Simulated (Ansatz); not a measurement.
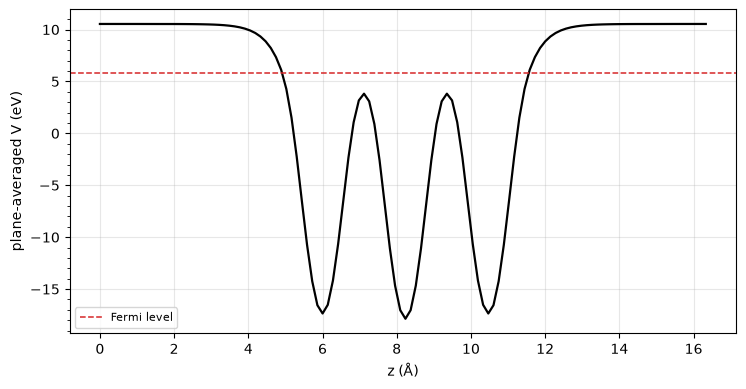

Mo (slab). Plane average of the electrostatic potential (local pseudopotential plus Hartree) felt by an electron across the slab.

Not relaxed (largest force 0.6 eV/Å); computed without spin polarisation.

Computed with DFT PBE, scalar-relativistic, plane waves, PAW (Ansatz).

Core electrons are frozen (PAW), and the valence fields are smoothed inside the atomic spheres.

**Read off the work function of this surface.**

The potential is flat in the vacuum, 4.72 eV above the Fermi level; this is the work function, the same on both faces.

**How thick is the slab, and how wide the vacuum?**

The outermost nuclei are 4.5 Å apart, in 3 atomic planes; the vacuum between periodic images is 12.0 Å wide.
